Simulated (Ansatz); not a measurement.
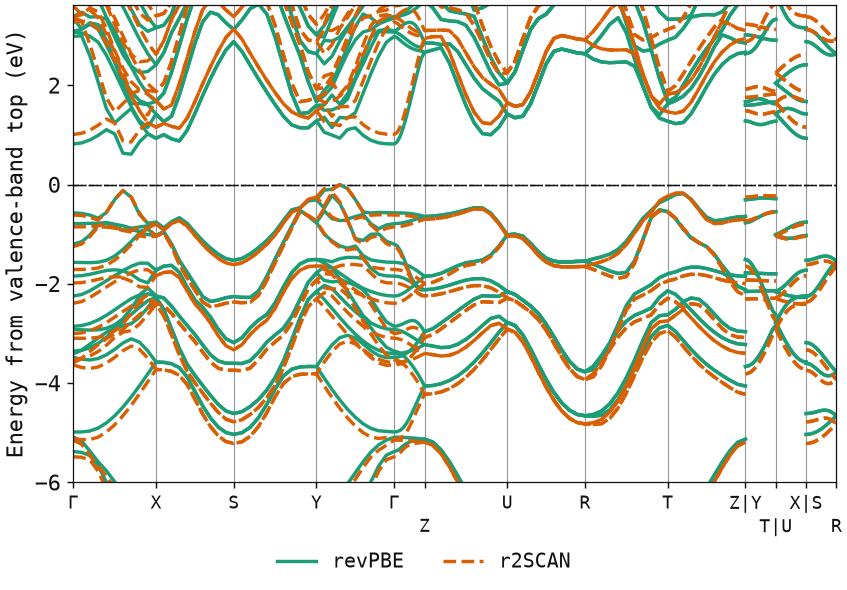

Band structures of SnSe, space group Pnma (No. 62), 8 atoms in the cell (a = 11.42 Å, b = 4.19 Å, c = 4.46 Å, α = 90.00°, β = 90.00°, γ = 90.00°), by two methods on the same cell. Each is counted from its own valence-band top.

### What changes from one method to the other?

revPBE gives a gap of 0.61 eV along the path and r2SCAN gives a gap of 0.86 eV along the path. Over the top 3 filled bands the two differ by 0.06 eV on average.

Settings. revPBE: Ansatz PAW, no spin polarisation, no spin-orbit coupling, 3×6×6 k mesh, 420 eV cutoff, Fermi-Dirac smearing of 0.05 eV (Ansatz). r2SCAN: Ansatz PAW, no spin polarisation, no spin-orbit coupling, 3×6×6 k mesh, 500 eV cutoff, Fermi-Dirac smearing of 0.05 eV (Ansatz 0.2.0).

Points of the k mesh that the path doesn't sample narrow the gap to 0.57 eV (revPBE) and 0.82 eV (r2SCAN). In reduced coordinates of the cell that was run, X is (0, 0.5, 0), S is (0, 0.5, 0.5), Y is (0, 0, 0.5), Z is (0.5, 0, 0), U is (0.5, 0.5, 0), R is (0.5, 0.5, 0.5) and T is (0.5, 0, 0.5). The cell is at 4 GPa in revPBE and 1 GPa in r2SCAN. Spin-orbit coupling is left out, which matters for Sn and Se. The PAW data sets were made with another functional. LDA, GGA and most meta-GGA functionals understate gaps.
